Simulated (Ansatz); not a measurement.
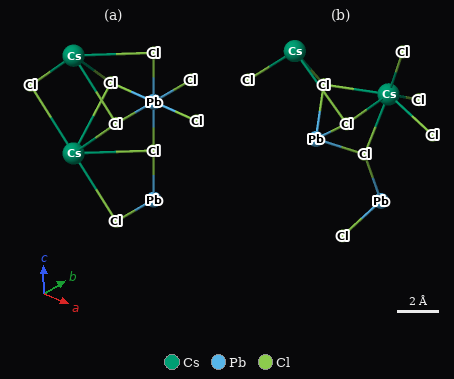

Left: perfect CsPbCl₃. Right: the same region with a pair of point defects, after relaxing the atoms in a supercell of 40 sites. Style: ball-and-stick. Shown: the atoms within 6.0 Å of one point, in a slice 5.0 Å thick across the line of sight, from a free direction.

Method: Ansatz 0.2.0, DFT, PBEsol, PAW, plane waves. Settings: plane-wave cutoff 420 eV; k-point mesh 1 × 1 × 1; mesh shifted by (0.25, 0.25, 0.25); no spin polarisation. Fermi-Dirac smearing of 0.01 eV. The axes drawn are those of the host's conventional cell.

What kind of defect was made?

A lead atom is replaced by caesium and a caesium atom is replaced by lead, the two sites 4.9 Å apart.

The charge state of the cell is 0.

How does the lattice respond?

In the host the Pb atom has 6 Cl at 2.81 Å; the Cs atom ends with 6 Cl at 3.16 to 3.37 Å. In the host the Cs atom has 12 Cl at 3.97 Å; the Pb atom ends with 5 Cl at 2.71 to 3.01 Å. Of the host's atoms, a chlorine atom moves furthest from its site, by 1.53 Å. The Cs atom itself moves 0.59 Å from where it was put. The Pb atom itself moves 1.49 Å from where it was put.
